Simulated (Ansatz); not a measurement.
# What a change does: band-structure calculation on MgI2

System: MgI2 (I4/mmm, 3 atoms in the cell).
Method of the first run: DFT, r2SCAN, plane waves, PAW, no spin polarisation (Ansatz 0.2.0).

The structure was built on a prototype by a generator. The geometry comes from this level: r2SCAN (a point of a series of strains). Text and figures count atoms from 1; the logs count them from 0 in places.

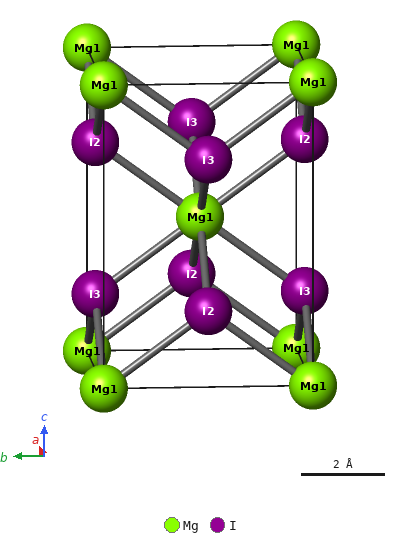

The structure as given in the input (ball-and-stick view of the cell 2 times as large as that of the calculation, set on its symmetry axes, seen at an oblique angle; atoms are numbered from 1 in the order of the input). Near neighbours in the crystal (not all of them lie inside the picture): Mg has 8 I at 3.17 Å; I has 4 Mg at 3.17 Å.

Input file, the first run:
```yaml
crystal:
  lattice:
    - [0.0, 3.6175100672, 3.7571231621]
    - [3.6175100672, 0.0, 3.7571231621]
    - [3.6175100672, 3.6175100672, 0.0]
  atoms:
    - { symbol: Mg, position: [0.0, 0.0, 0.0] }
    - { symbol: I, position: [0.25, 0.25, 0.25] }
    - { symbol: I, position: [0.75, 0.75, 0.75] }
kpoints:
  mp_grid: { grid: [6, 6, 6] }
  band_path:
    path:
      - [0.0, 0.0, 0.0]
      - [0.5, 0.0, 0.5]
      - [0.625, 0.25, 0.625]
      - [0.375, 0.375, 0.75]
      - [0.5, 0.5, 0.5]
      - [0.5, 0.25, 0.75]
      - [0.0, 0.5, 0.5]
    npoints: 1
hamiltonian:
  xc: r2scan
scf:
  occupations: { method: fixed }
  n_extra_bands: 4
output:
  forces: true
  stress: true
  eigenvalues: true
```

Command:
```bash
ansatz run input.yaml --threads 4 --pin off --max-ram 3686MiB --backend cpu --events-out ev --progress --plain --runs-dir out
```

Hardware: 4 threads of an x86-64 CPU, shared host.

Output, shortened to warnings, some set-up lines, iterations and results (the first run):
```
Basis set: ecut = 500 eV, 2509 PW (Γ), exchange–correlation on 160×160×160 points (64 copies of the dense FFT grid, shifted against one another)
Symmetry: 16 space group operations
k-points: 30 of 216
Initial density: superposition of atomic densities (neutral atoms: chi_scale 0, normalization atom), corrected by the library's trained network
[...]
SCF iter   1: F=—  HF=-16984.558088 eV  |F-HF|=—  |Δ(HF+E_count)|=         —  Δρ=4.85e-3  dr2=2.49e-2  dr2_τ=1.93e-3  ethr=1.77e-3  ⟨swp⟩=5.0  Hψ=2963  notcnv=0  defer=52
SCF iter   2: F=—  HF=-16984.584681 eV  |F-HF|=—  |Δ(HF+E_count)|=   2.66e-2  Δρ=1.94e-3  dr2=3.90e-3  dr2_τ=8.20e-5  ethr=5.67e-5  ⟨swp⟩=2.7  Hψ=1765  notcnv=0  defer=56
SCF iter   3: F=—  HF=-16984.585231 eV  |F-HF|=—  |Δ(HF+E_count)|=   5.49e-4  Δρ=3.12e-4  dr2=5.01e-5  dr2_τ=2.94e-6  ethr=8.86e-6  ⟨swp⟩=2.8  Hψ=1541  notcnv=0  defer=60
SCF iter   4: F=—  HF=-16984.585262 eV  |F-HF|=—  |Δ(HF+E_count)|=   3.11e-5  Δρ=6.29e-5  dr2=3.09e-6  dr2_τ=1.33e-7  ethr=1.14e-7  ⟨swp⟩=2.0  Hψ=1483  notcnv=0  defer=60
SCF iter   5: F=—  HF=-16984.585265 eV  |F-HF|=—  |Δ(HF+E_count)|=   3.42e-6  Δρ=1.08e-5  dr2=1.01e-7  dr2_τ=3.02e-9  ethr=7.02e-9  ⟨swp⟩=2.0  Hψ=1110  notcnv=0  defer=60
SCF iter   6: F=-16984.585265 eV  HF=-16984.585265 eV  |F-HF|=3.66e-9  |Δ(HF+E_count)|=   1.36e-7  Δρ=2.22e-6  dr2=5.47e-9  dr2_τ=6.33e-11  ethr=2.27e-10  ⟨swp⟩=10.1  Hψ=4098 …
SCF 1 converged in 6 iterations: F = -16984.585265 eV  dr2 = 5.47e-9
NSCF: frozen V_eff on 7 k-points
SCF converged after 6 iterations
Free energy (F): -16984.585265 eV
Harris-Foulkes:  -16984.585265 eV  (|F-HF|=3.66e-9)
Internal energy: -16984.585265 eV  (E = F + TS)
E sigma→0 (E₀):  -16984.585265 eV
Fermi energy:    6.726897 eV
--- Per-component energies (eV) ---
  E_band       = -1137.973124
  E_kinetic    = 455.115129
  E_local      = -5496.203743  (includes V_loc(G=0)·N_el)
  E_nonlocal   = -85.516138
  E_hartree    = 2595.187088
  E_xc         = -269.699231
  E_vxc        = -319.531001  (∫ρ·V_xc dr)
  E_paw        = -9974.889238  (= ΣΔE_a)
  E_vpaw       = -900.933174  (= ΣTr[D̂ρ^β])
  E_aug_tail   = -0.000066  (compensation charges beyond the density's cutoff)
  E_vtau       = 18.724227  (kinetic-family band-sum trace: ∫τ·v_τ [+ j·A + Jᵃ·Aᵃ] dr)
  E_ewald      = -4208.698963
  E_core_change = 0.119898  (= ΣΔE_core)
  E_smearing   = -0.000000  (= −TS)
  E_closure    = -0.000000  (closes the sum)
  Σ components = -16984.585265   (vs F -16984.585265, Δ=0.00e0)
--- Forces (eV/Å), atoms counted from 1 ---
  atom   1  Mg     0.00000000     0.00000000     0.00000000
  atom   2  I      0.00000000     0.00000000     0.00000000
  atom   3  I      0.00000000     0.00000000     0.00000000
  max |Σ_I F_I| component: 1.26e-29 eV/Å
--- Stress (GPa, compression-positive) ---
        4.198412       0.000000       0.000000
        0.000000       4.198412       0.000000
        0.000000       0.000000      -0.002881
  P = ⅓ Tr σ = 2.7980 GPa (27.980 kbar)
```

The input of the second run differs as follows (lines with − go, lines with + come):
```diff
-  xc: r2scan
+  xc: pbe
-  occupations: { method: fixed }
+  occupations: { method: fermi_dirac, width: 0.02 }
```

Predict how the results change.

The total energies belong to different methods, so their difference says nothing on which is more stable or more accurate. The gap on the mesh goes from 1.11 to 0.61 eV. The functional changes from r2SCAN to PBE. The number of SCF iterations is the same. The default cutoff goes from 500 to 420 eV with the change. The plane waves at Γ go from 2509 to 1909.

Output, shortened to warnings, some set-up lines, iterations and results (the second run):
```
Basis set: ecut = 420 eV, 1909 PW (Γ), exchange–correlation on 72×72×72 points (8 copies of the dense FFT grid, shifted against one another)
Symmetry: 16 space group operations
k-points: 30 of 216
Initial density: superposition of atomic densities (neutral atoms: chi_scale 0, normalization atom), corrected by the library's trained network
[...]
SCF iter   1: F=—  HF=-16951.395915 eV  |F-HF|=—  |Δ(HF+E_count)|=         —  Δρ=1.26e-3  dr2=2.25e-3  ethr=1.77e-3  ⟨swp⟩=8.2  Hψ=3838  notcnv=0
SCF iter   2: F=—  HF=-16951.395373 eV  |F-HF|=—  |Δ(HF+E_count)|=   5.42e-4  Δρ=5.59e-4  dr2=3.61e-4  ethr=5.11e-6  ⟨swp⟩=2.6  Hψ=1786  notcnv=0
SCF iter   3: F=—  HF=-16951.395459 eV  |F-HF|=—  |Δ(HF+E_count)|=   8.61e-5  Δρ=2.78e-4  dr2=6.12e-5  ethr=8.22e-7  ⟨swp⟩=2.9  Hψ=1356  notcnv=0
SCF iter   4: F=—  HF=-16951.395628 eV  |F-HF|=—  |Δ(HF+E_count)|=   1.69e-4  Δρ=4.97e-5  dr2=4.40e-6  ethr=1.39e-7  ⟨swp⟩=3.0  Hψ=1523  notcnv=0
SCF iter   5: F=-16951.395628 eV  HF=-16951.395628 eV  |F-HF|=4.73e-11  |Δ(HF+E_count)|=   2.08e-7  Δρ=5.35e-6  dr2=4.93e-8  ethr=1.00e-8  ⟨swp⟩=2.0  Hψ=1410  notcnv=0
SCF iter   6: F=-16951.395628 eV  HF=-16951.395628 eV  |F-HF|=5.82e-10  |Δ(HF+E_count)|=   3.17e-8  Δρ=1.03e-6  dr2=9.51e-10  ethr=1.12e-10  ⟨swp⟩=3.8  Hψ=3282  notcnv=0
SCF 1 converged in 6 iterations: F = -16951.395628 eV  dr2 = 9.51e-10
NSCF: frozen V_eff on 7 k-points
SCF converged after 6 iterations
Free energy (F): -16951.395628 eV
Harris-Foulkes:  -16951.395628 eV  (|F-HF|=5.82e-10)
Internal energy: -16951.395628 eV  (E = F + TS)
E sigma→0 (E₀):  -16951.395628 eV
Fermi energy:    7.242391 eV
--- Per-component energies (eV) ---
  E_band       = -1094.627497
  E_kinetic    = 455.579300
  E_local      = -5495.530701  (includes V_loc(G=0)·N_el)
  E_nonlocal   = -86.301770
  E_hartree    = 2595.206897
  E_xc         = -285.765426
  E_vxc        = -295.481543  (∫ρ·V_xc dr)
  E_paw        = -9925.884944  (= ΣΔE_a)
  E_vpaw       = -863.304231  (= ΣTr[D̂ρ^β])
  E_aug_tail   = -0.000021  (compensation charges beyond the density's cutoff)
  E_ewald      = -4208.698963
  E_smearing   = -0.000000  (= −TS)
  E_closure    = -0.000000  (closes the sum)
  Σ components = -16951.395628   (vs F -16951.395628, Δ=0.00e0)
--- Forces (eV/Å), atoms counted from 1 ---
  atom   1  Mg     0.00000000     0.00000000     0.00000000
  atom   2  I      0.00000000    -0.00000000     0.00000000
  atom   3  I      0.00000000    -0.00000000     0.00000000
  max |Σ_I F_I| component: 1.73e-18 eV/Å
--- Stress (GPa, compression-positive) ---
        4.210478       0.000000       0.000000
        0.000000       4.210478       0.000000
        0.000000       0.000000       0.318365
  P = ⅓ Tr σ = 2.9131 GPa (29.131 kbar)
```

The two runs side by side:

| quantity | the first run | the second run |
| --- | --- | --- |
| outcome | converged | converged |
| free energy per atom (eV) | −5661.5284 | −5650.4652 |
| gap on the mesh (eV) | 1.11 | 0.61 |
| pressure (GPa) | 2.80 | 2.91 |
| largest force (eV/Å) | 0.000 | 0.000 |
| SCF iterations | 6 | 6 |
| irreducible k-points | 30 | 30 |
| plane waves at Γ | 2509 | 1909 |
| wall time (shared host) | 7.2 s | 3.5 s |
